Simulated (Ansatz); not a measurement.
**Y(201) (P6_3/mmc bulk, 8 atomic planes (those closer than 0.6 Å count as one), 11 Å): images, spectra and barriers**

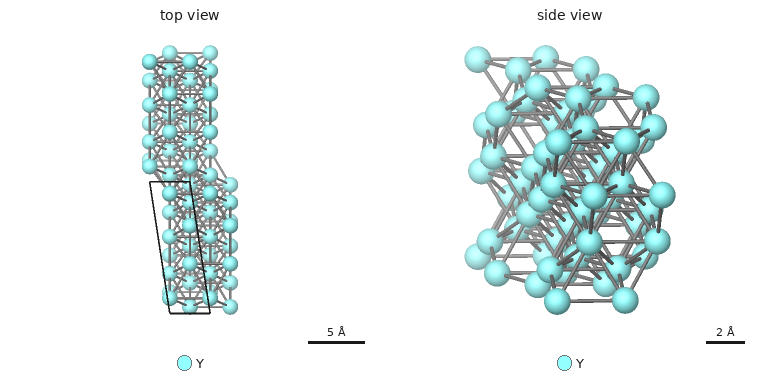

The relaxed structure from above and from the side.

These are results of Ansatz 0.2.0, DFT PBEsol, scalar-relativistic, plane waves, PAW, not measurements. Cutoff 420 eV, 16 × 5 k-points, Gaussian smearing 0.1 eV, dipole correction. The slab is a cut without reconstruction beyond its cell, at the source's lattice constants, with its lower half held fixed and the rest relaxed. Of the two ways to cut these planes this one leaves the narrow spacing on top (0.25 Å as cut, then 1.27 Å). No spin polarisation. The run warns that the functional's potential is rough in the thin density of the vacuum, where the tip is; weak contrasts and barriers may feel it.

The STM signal is simulated in the Tersoff–Hamann approximation. Bias windows are sharp sums over the levels of the k mesh.

```
Y
1.0
     3.65150    0.00000    0.00000
    -1.82575   11.92185    0.00000
     0.00000    0.00000   28.92564
Y
16
Cartesian
  0.0000 10.8161 9.0000
  0.0000 1.9446 9.2541
  0.0000 5.2745 10.5245
  1.8257 8.3249 10.7786
  1.8257 11.6549 12.0490
  1.8257 2.7834 12.3031
  1.8257 6.1133 13.5735
  0.0000 9.1637 13.8276
  1.8283 0.5996 15.0705
  -0.0011 3.6244 15.3326
  0.0021 6.9519 16.5851
  1.8273 10.0458 16.7918
  0.0040 1.3894 17.8912
  1.8265 4.5088 18.2065
  1.8278 7.9566 19.3675
  0.0026 10.8792 19.6008
```

### 1. One image

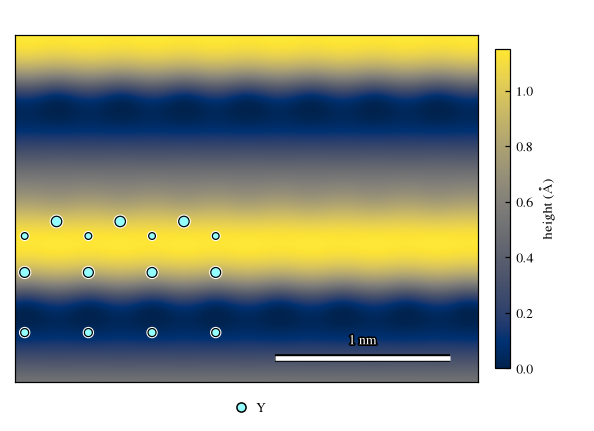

Constant-current image at a set point of 1.4 × 10⁻⁵ e/Å³ of this surface, sample bias −0.50 V. The atoms seen from above are drawn over one corner (deeper ones smaller).

Q: Which atoms or sites appear bright, which dark, and how strong is the contrast?

A: The brightest spots lie over points 1.3 Å to the side of the top Y atoms and the sites above the Y atoms 2.8 Å below the top plane; the darkest points are over points 2.6 Å to the side of the top Y atoms. The corrugation is 1.1 Å at a mean tip height of 4.8 Å.

### 2. Approach curves

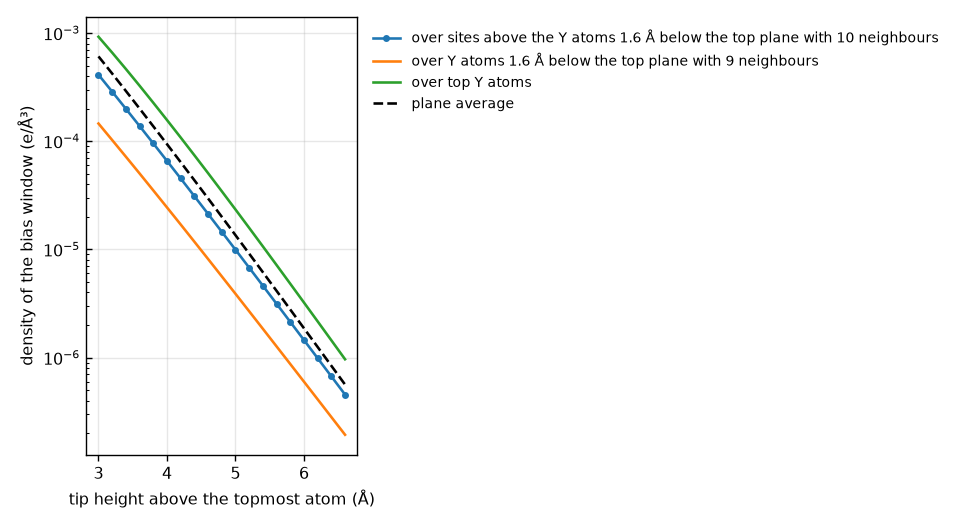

Approach curves over this surface at a sample bias of −0.50 V.

Q: Estimate the decay constant and the apparent barrier, and compare with the vacuum level, which the run puts 3.23 eV above zero bias.

A: Near 4 Å the plane average falls as exp(−1.91 z/Å), a factor of 6.7 per ångström, which gives an apparent barrier of 3.5 eV (0.952 eV Å² times the slope squared). The apparent barrier is close to 3.23 eV. At 4 Å the 0.25 eV of states nearest the highest filled state carry 78 % of the density.

### 3. Barrier map

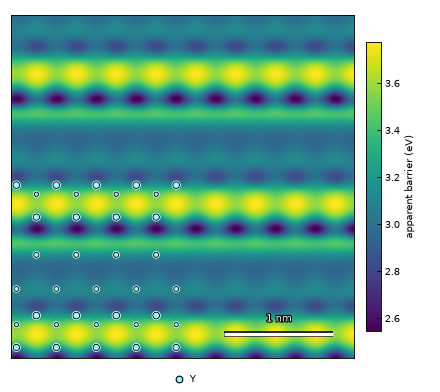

Map of the apparent barrier height, 0.952 eV Å² × (d ln I/dz)², 3.8 Å above this surface at −0.25 V; lighter colours are higher.

Q: Where is the apparent barrier highest and lowest, and over what range?

A: It is highest, 3.8 eV, over points 1.7 Å to the side of the top Y atoms, and lowest, 2.5 eV, over points 1.2 Å to the side of the top Y atoms. The vacuum level lies 3.23 eV above zero bias.

### 4. Bias series

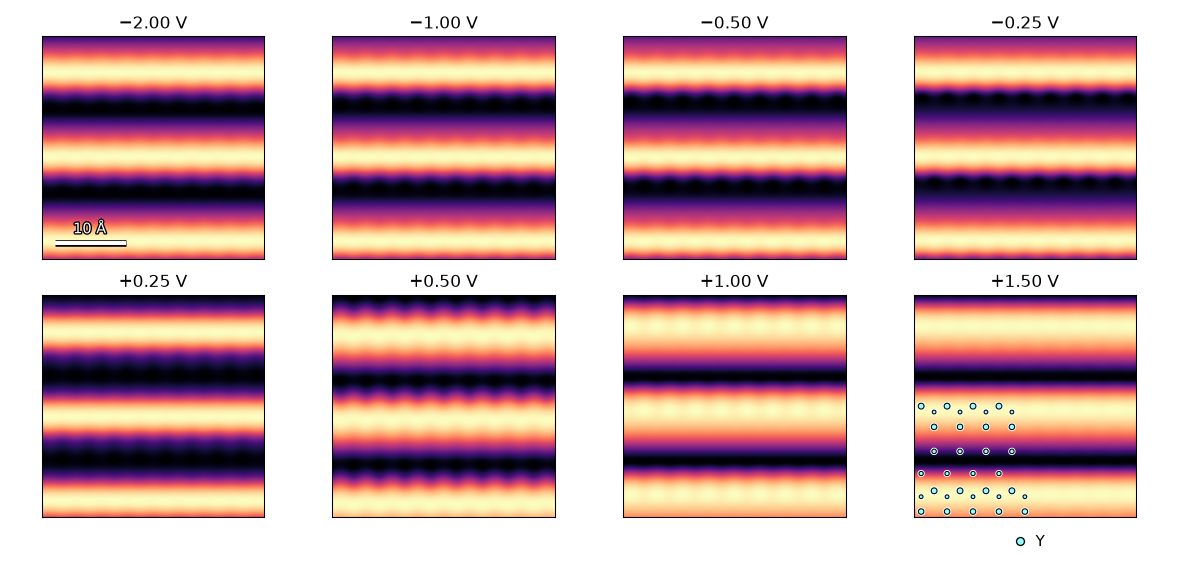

Constant-current images of this surface at 8 sample biases, each on its own colour scale; the last has the atoms seen from above drawn over one corner (deeper ones smaller).

Q: How do the images change with bias?

A:
```json
{"bias": "−2.00 V", "set point (e/Å³)": "4.8 × 10⁻⁵", "corrugation": "1.2 Å", "brightest over": "points 1.3 Å to the side of the top Y atoms and sites above the Y atoms 2.8 Å below the top plane"}
{"bias": "−1.00 V", "set point (e/Å³)": "4.0 × 10⁻⁵", "corrugation": "1.2 Å", "brightest over": "points 1.3 Å to the side of the top Y atoms and sites above the Y atoms 2.8 Å below the top plane"}
{"bias": "−0.50 V", "set point (e/Å³)": "3.6 × 10⁻⁵", "corrugation": "1.2 Å", "brightest over": "points 1.3 Å to the side of the top Y atoms and sites above the Y atoms 2.8 Å below the top plane"}
{"bias": "−0.25 V", "set point (e/Å³)": "2.8 × 10⁻⁵", "corrugation": "1.3 Å", "brightest over": "points 1.1 Å to the side of the top Y atoms and sites above the Y atoms 2.8 Å below the top plane"}
{"bias": "+0.25 V", "set point (e/Å³)": "3.5 × 10⁻⁵", "corrugation": "1.5 Å", "brightest over": "points 1.5 Å to the side of the top Y atoms and sites above the Y atoms 2.8 Å below the top plane"}
{"bias": "+0.50 V", "set point (e/Å³)": "7.2 × 10⁻⁵", "corrugation": "1.4 Å", "brightest over": "points 1.9 Å to the side of the top Y atoms"}
{"bias": "+1.00 V", "set point (e/Å³)": "2.4 × 10⁻⁴", "corrugation": "1.6 Å", "brightest over": "sites above the Y atoms 2.8 Å below the top plane and top Y atoms"}
{"bias": "+1.50 V", "set point (e/Å³)": "3.3 × 10⁻⁴", "corrugation": "1.7 Å", "brightest over": "sites above the Y atoms 2.8 Å below the top plane and top Y atoms"}
```

The slab has states at the Fermi level, so this model gives a current down to small biases. Its work function (top face) is 3.23 eV.
